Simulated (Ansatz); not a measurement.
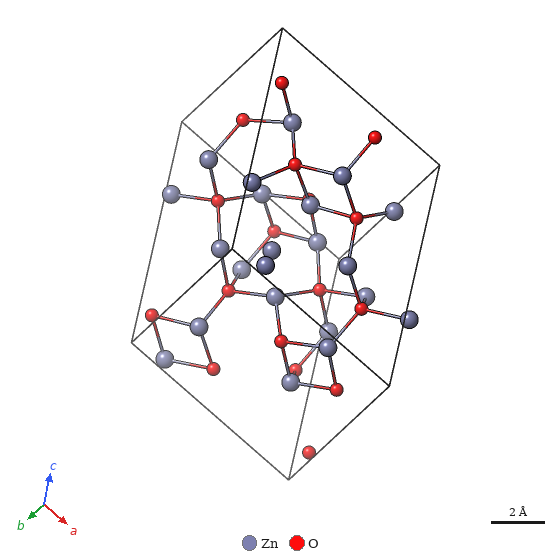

We look at a ball-and-stick model of the crystal from a general direction. The parallelepiped is the supercell. The host is ZnO, in a cell of 32 sites, and the cell carries a charge of -2.

What defect is present?

Zinc on an oxygen site (an antisite). It is bonded to no bonds drawn. Not all metal-metal contacts are counted.

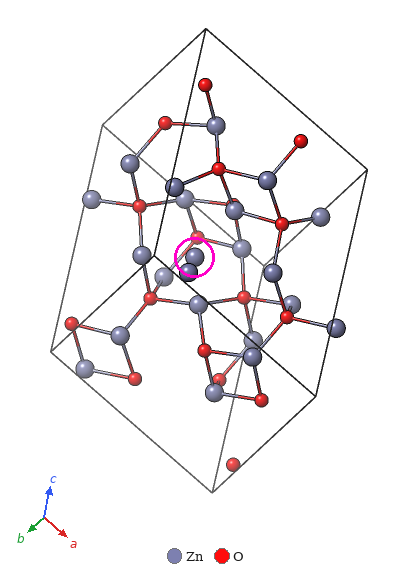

The same cell with a ring at the defect's site.

The atoms were relaxed in the host's cell with DFT PBE, scalar-relativistic, plane waves, PAW (Ansatz).
